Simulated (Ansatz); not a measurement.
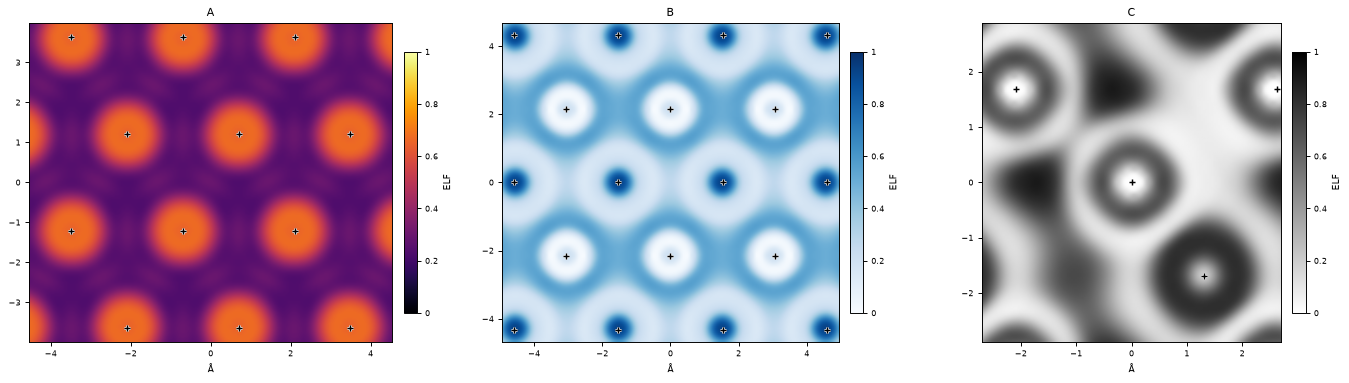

The electron localisation function of 3 systems, each on a plane through atoms (crosses mark nuclei in the plane).

The calculation used Kohn-Sham DFT of a periodic cell, PBE0, Ansatz PAW in Ansatz.

System 1: Pt, the (001) plane of the conventional cell. Space group P6₃/mmc; a structure from a database of computed crystals, not necessarily the ambient phase; computed pressure about −17 GPa in this cell.

System 2: Ti$_{2}$O, the (110) plane of the conventional cell. Space group P-3m1; not relaxed (largest force 0.9 eV/Å); computed pressure about 6 GPa in this cell.

```yaml
crystal:
  lattice:
    - [2.91940, 0.00000, 0.00000]
    - [-1.45970, 2.52827, 0.00000]
    - [0.00000, 0.00000, 4.71300]
  atoms:
    - { symbol: Ti, position: [0.33333, 0.66667, 0.72126] }
    - { symbol: Ti, position: [0.66667, 0.33333, 0.27874] }
    - { symbol: O, position: [0.00000, 0.00000, 0.00000] }
```

System 3: AlCu, the (101̄) plane of the conventional cell. Space group Pm-3m; a structure from a database of computed crystals, not necessarily the ambient phase; computed pressure about −6 GPa in this cell.

```
CELL_PARAMETERS angstrom
3.05630 0.00000 0.00000
0.00000 3.05630 0.00000
0.00000 0.00000 3.05630
ATOMIC_POSITIONS crystal
Cu 0.50000 0.50000 0.50000
Al 0.00000 0.00000 0.00000
```

**Match each panel to its system.**

Panel A is system 1, Pt: the plane holds Pt. Pt–Pt (2.80 Å): the ELF is about 0.30 at the midpoint: no localised pair shows between them. Panel B is system 3, AlCu: the plane holds Cu and Al. Al–Cu (2.65 Å): the ELF is about 0.40 at the midpoint. Panel C is system 2, Ti$_{2}$O: the plane holds Ti and O. Ti–O (2.14 Å): the ELF peaks at about 0.80 in the valence shell of O, 0.6 Å from its nucleus, and is about 0.10 at the midpoint: no localised pair shows between them.
